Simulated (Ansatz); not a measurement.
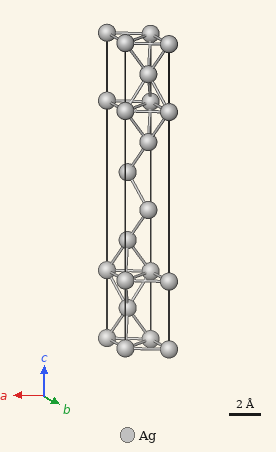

This is the input geometry for a relaxation of a crystal of Ag (built on the database_166 type) (coarse preliminary run). A ball-and-stick model of the conventional cell (3 times the calculation's cell), seen from a free direction. Lengths and directions refer to the drawn axes.

Case: structure listed in a database for this formula (R-3m, No. 166).

Theory: Ansatz 0.2.0, DFT PBEsol, scalar-relativistic, plane waves, PAW.

Input file:
```yaml
crystal:
  lattice:
    - [1.4448702859, 0.8341962485, 6.9597360086]
    - [-1.4448702859, 0.8341962485, 6.9597360086]
    - [0.0, -1.668392497, 6.9597360086]
  atoms:
    - { symbol: Ag, position: [0.0, 0.0, 0.0] }
    - { symbol: Ag, position: [0.777680702, 0.777680702, 0.777680702] }
    - { symbol: Ag, position: [0.222319298, 0.222319298, 0.222319298] }
basis:
  ecutwfc: 420
kpoints:
  mp_grid: { grid: [9, 9, 9] }
hamiltonian:
  xc: pbesol
scf:
  occupations: { method: gaussian, width: 0.1 }
  lower_state_search: "off"
output:
  forces: true
  stress: true
  eigenvalues: true
relax:
  adjacent_minimum: "off"
  f_tol: 0.04
  max_steps: 70
  cell: { stress_tol: 0.4 }
```

**What does the optimiser find from here?**

Over 2 accepted moves (3 points after the start) the energy falls by 12.6 meV per cell of the calculation. Largest force component: 0.0003 eV/Å at the start, 0.00018 eV/Å at the end. The pressure goes from −0.85 to −0.32 GPa. The SCF was repeated once at an unchanged geometry on a basis and grid sized afresh for the cell, which shifted the energy by 0.1 meV per cell of the calculation at most. No atom moves by more than 0.005 Å relative to the cell. Cell: a = b 2.890 → 2.856 Å (−1.2 %), c 20.879 → 21.267 Å (+1.9 %). Volume −0.5 %. Near-neighbour distances that change, for instance: Ag1–Ag1 2.890 → 2.856 Å, Ag1–Ag2 2.856 → 2.880 Å. The space group stays R-3m (No. 166). The run took of the order of 30 core-seconds on a shared host.

After the run, drawn alike:

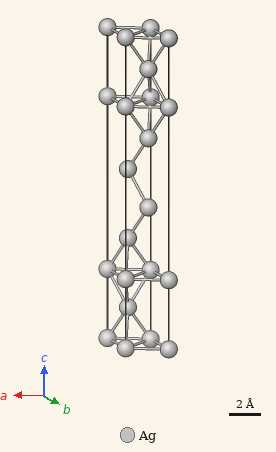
